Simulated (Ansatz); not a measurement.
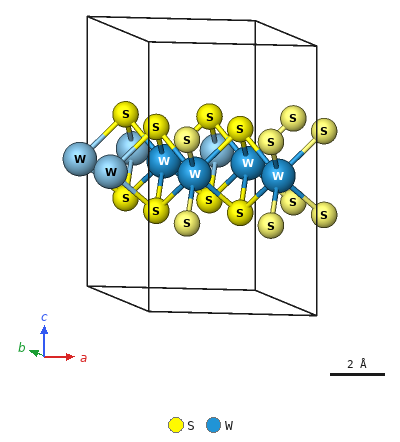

Fig. 1: The input geometry (ball-and-stick view of the cell of the calculation, with the vacuum cut short, seen slightly off an axis; neighbours outside the cell are drawn fainter).

**Run report: WS2, single-point calculation**

System: WS2 (slab, 12 atoms in the cell).
Method: DFT PBE+D3(BJ), scalar-relativistic, plane waves, PAW, no spin polarisation (Ansatz 0.2.0).

The structure derives from an entry of the Crystallography Open Database. It belongs to a series of runs on one base structure; here: the slab at its places in the relaxed adsorbed structure.

Input:
```yaml
crystal:
  lattice:
    - [6.3144062712, 0.0, 0.0]
    - [-3.1572031356, 5.4684362407, 0.0]
    - [0.0, 0.0, 22.7183666269]
  atoms:
    - { symbol: S, position: [0.6666666667, 0.3333333333, 0.3521379918] }
    - { symbol: S, position: [0.6666666667, 0.8333333333, 0.3521379918] }
    - { symbol: S, position: [0.1666666667, 0.3333333333, 0.3521379918] }
    - { symbol: S, position: [0.1666666667, 0.8333333333, 0.3521379918] }
    - { symbol: W, position: [0.333318643, 0.1666569341, 0.4215867909] }
    - { symbol: W, position: [0.3332402966, 0.6666704367, 0.4215627914] }
    - { symbol: W, position: [0.8333449623, 0.1667644923, 0.4215560204] }
    - { symbol: W, position: [0.8334192322, 0.6666448803, 0.4215012581] }
    - { symbol: S, position: [0.6667741079, 0.3336118044, 0.4909709309] }
    - { symbol: S, position: [0.666815712, 0.8332246769, 0.4907909395] }
    - { symbol: S, position: [0.1665995093, 0.333352495, 0.4910277473] }
    - { symbol: S, position: [0.1664667796, 0.8332675837, 0.4910075361] }
basis:
  ecutwfc: 420
kpoints:
  mp_grid: { grid: [3, 3, 1] }
hamiltonian:
  xc: pbe
  dispersion: d3bj
scf:
  occupations: { method: gaussian, width: 0.05 }
output:
  forces: true
  eigenvalues: true
  write_density: true
  volumetric_format: npy
efield:
  axis: 3
  dipole_correction: true
  ramp_width: 0.04
```

Hardware: 2 threads of Arm Neoverse V2, 24 GiB of memory available, shared host.

Launch command:
```bash
ansatz run input.yaml --threads 2 --pin off --max-ram 5120MiB --backend cpu --events-out ev --progress --plain --runs-dir out
```

The program's output:
```
Engine: ansatz 0.2.0, aarch64-unknown-linux-gnu
Pseudopotentials: kind: paw
Pseudopotential: S, paw, valence charge 6, recommended cutoff 420 eV (normal), S.paw.azcp
Pseudopotential: W, paw, valence charge 14, recommended cutoff 420 eV (normal), W.paw.azcp
Functional definition: PBE
  parameter kappa = 0.804
  parameter beta = 0.06672455060314922
  exchange = pbe_x(kappa = kappa, mu = beta*pi^2/3)
  correlation = pbe_c(beta = beta)
Crystal: 12 atoms, lattice volume = 784.464 Å³
Basis set: ecut = 420 eV, 15339 PW (Γ), exchange–correlation on 90×90×320 points (8 copies of the dense FFT grid, shifted against one another)
Bands: 64, of which v1, the nominal top of the filled ones, is band 52 counted from 1 (51 counted from 0)
Symmetry: 1 space group operations
Space group: P1 (ITA 1), of the structure as read, at distance tolerance 9.2e-5 Å
k-points: 5 of 9 (time reversal used)
Non-local potential: S, projectors of the file, l = 0: 2, l = 1: 2, l = 2: 2
Non-local potential: W, projectors of the file, l = 0: 3, l = 1: 2, l = 2: 2, l = 3: 1
PAW form: soft (Blöchl's): semilocal exchange-correlation on the pseudo side does not see the compensation charge
PAW one-centre angular grid: S, 110 points (default); XC on 64 Gauss nodes
PAW one-centre angular grid: W, 590 points (default); XC on 64 Gauss nodes
Initial density: superposition of atomic densities (neutral atoms: chi_scale 0, normalization atom), corrected by the library's trained network
Initial wavefunctions: pseudopotential atomic-orbital guess
Functional: x = pbe(κ = 0.804, μ = 0.2195149727645171), c = pbe(β = 0.06672455060314922)
SCF iter   1: F=—  HF=-48769.405912 eV  |F-HF|=—  |Δ(HF+E_count)|=         —  Δρ=3.11e-3  dr2=1.00e-1  ethr=1.77e-3  p=0.000 e·Å  D=1.98e-5 V/Å  ΔV_dip=-0.00 eV  dr2_dipole=1.60e-8  V_vac-E_F(+/−)=5.03/5.03 eV  ⟨swp⟩=9.0  Hψ=1680  notcnv=0
efield: sawtooth ramp at fractional position 0.9016 (placed from the atoms, in the widest stretch of the axis that holds none; the zero of the levels goes with the place), width 0.0400; the density the first Hamiltonian is built on has a dipole p = 0.000 e·Å; the dipole correction subtracts the counter field D = 1.98e-5 V/Å, which shifts the + side's vacuum level by -0.00 eV against the − side's; the planar-averaged density in the ramp window peaks in size at 1.4e-5 e/Å³
preconditioner: auto → Resta (q_TF=auto, 1.948 Å⁻¹)  ε∞=2.8  [insulator: Δε(μ)=1.932 eV  Ē_g=8.345 eV  σ=0.050 eV  W_gap=1.00  n_scr=80 (ndim 8)  ℏωp=11.2 eV  f_vac=0.698  D(μ)=0.00/eV (n_scr^D=0)  ε∞_Penn≈2.8  vacuum switching on, ρ_ref=5.1e-3 e/Å³]
SCF iter   2: F=—  HF=-48769.420202 eV  |F-HF|=—  |Δ(HF+E_count)|=   1.43e-2  Δρ=1.91e-3  dr2=4.04e-2  ethr=9.62e-5  p=0.000 e·Å  D=2.79e-6 V/Å  ΔV_dip=-0.00 eV  dr2_dipole=4.72e-10  V_vac-E_F(+/−)=4.79/4.79 eV  ⟨swp⟩=3.4  Hψ=574  notcnv=0  defer=25
SCF iter   3: F=—  HF=-48769.419910 eV  |F-HF|=—  |Δ(HF+E_count)|=   2.91e-4  Δρ=1.08e-3  dr2=4.30e-3  ethr=3.89e-5  p=0.000 e·Å  D=3.44e-6 V/Å  ΔV_dip=-0.00 eV  dr2_dipole=2.53e-9  V_vac-E_F(+/−)=4.83/4.83 eV  ⟨swp⟩=2.0  Hψ=419  notcnv=0  defer=25
SCF iter   4: F=—  HF=-48769.426379 eV  |F-HF|=—  |Δ(HF+E_count)|=   6.47e-3  Δρ=1.66e-4  dr2=1.45e-4  ethr=4.13e-6  p=-0.000 e·Å  D=-1.16e-5 V/Å  ΔV_dip=0.00 eV  dr2_dipole=6.15e-9  V_vac-E_F(+/−)=4.74/4.74 eV  ⟨swp⟩=2.0  Hψ=475  notcnv=0  defer=25
SCF iter   5: F=—  HF=-48769.426548 eV  |F-HF|=—  |Δ(HF+E_count)|=   1.69e-4  Δρ=5.15e-5  dr2=6.01e-5  ethr=1.39e-7  p=0.000 e·Å  D=1.13e-5 V/Å  ΔV_dip=-0.00 eV  dr2_dipole=1.19e-7  V_vac-E_F(+/−)=4.72/4.72 eV  ⟨swp⟩=2.6  Hψ=538  notcnv=0  defer=25
SCF iter   6: F=—  HF=-48769.426129 eV  |F-HF|=—  |Δ(HF+E_count)|=   4.19e-4  Δρ=2.79e-5  dr2=1.76e-5  ethr=5.78e-8  p=-0.000 e·Å  D=-1.85e-5 V/Å  ΔV_dip=0.00 eV  dr2_dipole=3.70e-8  V_vac-E_F(+/−)=4.72/4.72 eV  ⟨swp⟩=2.2  Hψ=430  notcnv=0  defer=25
SCF iter   7: F=—  HF=-48769.426128 eV  |F-HF|=—  |Δ(HF+E_count)|=   1.26e-6  Δρ=8.03e-6  dr2=1.03e-6  ethr=1.69e-8  p=-0.000 e·Å  D=-9.02e-6 V/Å  ΔV_dip=0.00 eV  dr2_dipole=3.72e-10  V_vac-E_F(+/−)=4.72/4.72 eV  ⟨swp⟩=2.0  Hψ=410  notcnv=0  defer=25
SCF iter   8: F=-48769.426128 eV  HF=-48769.426128 eV  |F-HF|=3.39e-8  |Δ(HF+E_count)|=   2.02e-8  Δρ=1.93e-6  dr2=6.71e-8  ethr=9.62e-11  p=-0.000 e·Å  D=-1.21e-5 V/Å  ΔV_dip=0.00 eV  dr2_dipole=5.39e-9  V_vac-E_F(+/−)=4.72/4.72 eV  ⟨swp⟩=13.4  Hψ=1915  notcnv=0
SCF 1 converged in 8 iterations: F = -48769.426128 eV  dr2 = 6.71e-8
  greatest PAW one-centre occupation: 1.000 electrons in one spin orbital (limit 2), on the W atom at site 4 (counted from 0), in its partial waves of l = 0
SCF converged after 8 iterations
Free energy (F): -48769.426128 eV
Harris-Foulkes:  -48769.426128 eV  (|F-HF|=3.39e-8)
Internal energy: -48769.426128 eV  (E = F + TS)
E sigma→0 (E₀):  -48769.426128 eV
Fermi energy:    -0.162999 eV
Dipole field:    D = 0.000038 V/Å  (p = 0.000164 e·Å, saw-weighted, corrected)
Work function:   Φ+ = 4.7155 eV   Φ− = 4.7163 eV
Levels:          The Fermi level and band energies are counted from a zero that moves with the ramp; work functions are not
--- Per-component energies (eV) ---
  E_band       = -2014.426053
  E_kinetic    = 2665.630054
  E_local      = -76196.896170  (includes V_loc(G=0)·N_el)
  E_nonlocal   = 229.187055
  E_hartree    = 36744.047480
  E_xc         = -1848.627587
  E_vxc        = -1660.027899  (∫ρ·V_xc dr)
  E_paw        = -39052.540645  (= ΣΔE_a)
  E_vpaw       = -540.400561  (= ΣTr[D̂ρ^β])
  E_aug_tail   = -0.000252  (compensation charges beyond the density's cutoff)
  E_efield     = 0.000000  (sawtooth field / dipole correction)
  E_vefield    = 0.000003  (∫n·V_field dr)
  E_ewald      = 28693.500726
  E_disp       = -3.726788  (pairwise vdW)
  E_smearing   = -0.000000  (= −TS)
  E_closure    = -0.000000  (closes the sum)
  Σ components = -48769.426128   (vs F -48769.426128, Δ=0.00e0)
--- Forces (eV/Å), atoms counted from 1 ---
  atom   1  S     -0.00525450    -0.00747788    -0.00451497
  atom   2  S     -0.00595631     0.00305316    -0.00632575
  atom   3  S      0.00230072    -0.00026184     0.00743137
  atom   4  S      0.00603441     0.00854247    -0.00429727
  atom   5  W     -0.00589542     0.00466968    -0.00726849
  atom   6  W      0.00112690    -0.00892516    -0.00960150
  atom   7  W      0.00688176     0.00320403    -0.00996815
  atom   8  W     -0.00082172     0.00003079     0.00261672
  atom   9  S      0.00261336    -0.01520020     0.00140934
  atom  10  S     -0.01454836     0.00771298     0.05303367
  atom  11  S      0.00211412     0.00085360    -0.01414818
  atom  12  S      0.01140513     0.00379812    -0.00846999
  max |Σ_I F_I| component: 1.03e-4 eV/Å
--- Band table (eV; the first three rows and the last of 5) ---
  k-point 0: bands = ["-75.0547", "-75.0365", "-75.0359", "-75.0351", "-39.5307", "-39.5306", "-39.5303", "-39.3536", "-39.2866", "-39.2861", "-39.2860", "-39.2556", "-39.2551", "-39.2549", "-39.1699", "-39.1699", "-15.9662", "-14.3334", "-13.7716", "-13.7676", "-13.7667", "-13.5482", "-13.5478", "-13.5456", "-7.6800", "-7.6795", "-7.6782", "-7.5576", "-6.3526", "-6.3517", "-6.3515", "-5.5898", "-5.5880", "-5.5868", "-4.5272", "-4.5268", "-4.5252", "-3.9384", "-3.9384", "-3.3329", "-3.3299", "-3.3284", "-3.3228", "-2.6904", "-2.6902", "-2.3376", "-2.3369", "-2.3338", "-2.0803", "-2.0798", "-2.0769", "-1.2708", "1.8159", "1.8161", "1.8330", "1.8341", "1.8345", "1.9462", "1.9463", "2.2438", "2.2451", "2.2463", "2.9164", "2.9201"]
  k-point 1: bands = ["-75.0500", "-75.0406", "-75.0363", "-75.0354", "-39.4856", "-39.4855", "-39.4424", "-39.3368", "-39.3032", "-39.3022", "-39.3017", "-39.2864", "-39.2861", "-39.2622", "-39.2340", "-39.1914", "-15.5129", "-14.4462", "-14.1639", "-13.7954", "-13.7924", "-13.7754", "-13.5285", "-13.5267", "-7.1321", "-7.1310", "-7.0357", "-6.9448", "-6.4203", "-6.4198", "-5.6942", "-5.6456", "-5.4111", "-5.4104", "-4.9483", "-4.6662", "-4.6656", "-4.3387", "-4.1813", "-3.9254", "-3.9245", "-3.5044", "-3.3068", "-3.1627", "-3.1600", "-3.1063", "-2.6706", "-2.5537", "-2.3734", "-1.7382", "-1.7356", "-1.5586", "1.2117", "1.4499", "1.4540", "1.4562", "1.4950", "1.6186", "1.7240", "2.2631", "2.2650", "2.5258", "2.5358", "2.5386"]
  k-point 2: bands = ["-75.0500", "-75.0406", "-75.0364", "-75.0353", "-39.4856", "-39.4855", "-39.4424", "-39.3368", "-39.3032", "-39.3023", "-39.3016", "-39.2865", "-39.2860", "-39.2622", "-39.2340", "-39.1914", "-15.5129", "-14.4462", "-14.1638", "-13.7958", "-13.7920", "-13.7755", "-13.5285", "-13.5267", "-7.1321", "-7.1311", "-7.0357", "-6.9448", "-6.4204", "-6.4197", "-5.6942", "-5.6456", "-5.4111", "-5.4103", "-4.9482", "-4.6661", "-4.6657", "-4.3387", "-4.1813", "-3.9252", "-3.9247", "-3.5044", "-3.3068", "-3.1633", "-3.1593", "-3.1063", "-2.6706", "-2.5537", "-2.3734", "-1.7391", "-1.7346", "-1.5586", "1.2117", "1.4503", "1.4533", "1.4566", "1.4949", "1.6187", "1.7240", "2.2629", "2.2652", "2.5258", "2.5357", "2.5389"]
  k-point 4: bands = ["-75.0500", "-75.0407", "-75.0359", "-75.0357", "-39.4856", "-39.4854", "-39.4424", "-39.3368", "-39.3032", "-39.3021", "-39.3018", "-39.2864", "-39.2861", "-39.2622", "-39.2340", "-39.1914", "-15.5129", "-14.4462", "-14.1639", "-13.7950", "-13.7928", "-13.7754", "-13.5282", "-13.5270", "-7.1317", "-7.1315", "-7.0357", "-6.9448", "-6.4202", "-6.4200", "-5.6942", "-5.6456", "-5.4111", "-5.4103", "-4.9482", "-4.6667", "-4.6651", "-4.3388", "-4.1812", "-3.9257", "-3.9242", "-3.5044", "-3.3067", "-3.1627", "-3.1599", "-3.1063", "-2.6706", "-2.5537", "-2.3734", "-1.7396", "-1.7341", "-1.5587", "1.2117", "1.4501", "1.4521", "1.4579", "1.4949", "1.6187", "1.7241", "2.2638", "2.2643", "2.5256", "2.5366", "2.5373"]
```

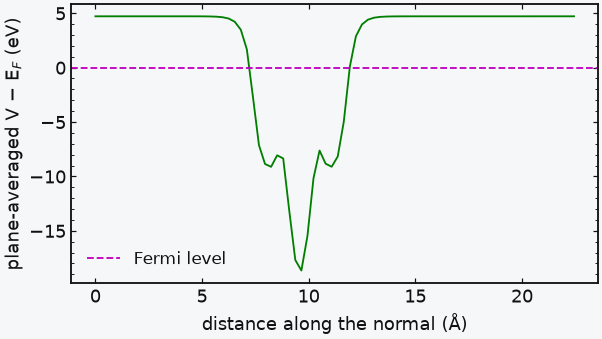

Fig. 2: Plane average of the electrostatic potential energy of an electron across the cell, from the Fermi level. The vacuum level lies 4.72 eV above the Fermi level.

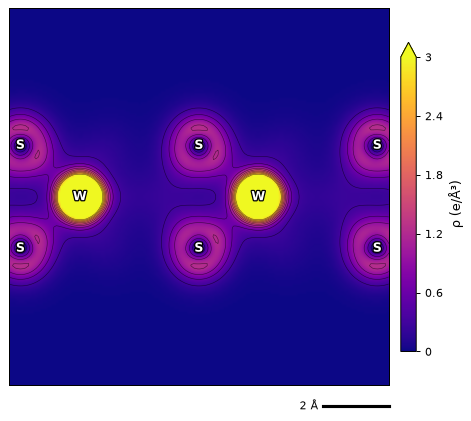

Fig. 3: Valence pseudo-density on the (110) plane of the calculation cell, a cut from vacuum to vacuum. The plane passes through S and W nuclei. W–S (2.41 Å): ρ is about 0.63 e/Å³ halfway. The density dies away to nearly zero in the vacuum. Core electrons are frozen (PAW), so the fields are smoothed inside the atomic spheres.

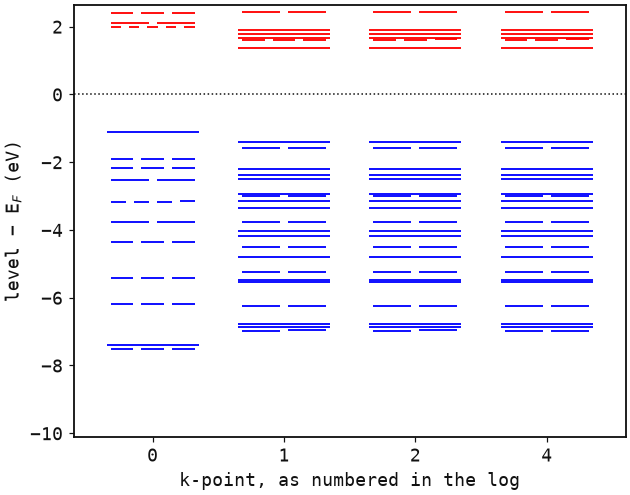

Fig. 4: Kohn–Sham levels near the Fermi level (dotted) at the few k-points that the log prints; levels within 0.02 eV of each other stand side by side. Among these points the highest filled and lowest empty levels are 2.48 eV apart; the gap on the full mesh, 1.93 eV, has an edge at a point that isn't printed.

Results in brief:

- outcome: converged
- electrons treated: 104
- free energy: −48769.4261 eV
- work function, top face: 4.72 eV
- work function, bottom face: 4.72 eV
- Fermi energy: −0.163 eV
- gap on the k-point mesh: 1.93 eV
- work function (upper face): 4.72 eV
- largest force (length of the vector): 0.056 eV/Å
- wall time: 16 s (CPU time 31 s)
- peak memory: 1 GiB

Spin–orbit coupling is left out, which matters for W.
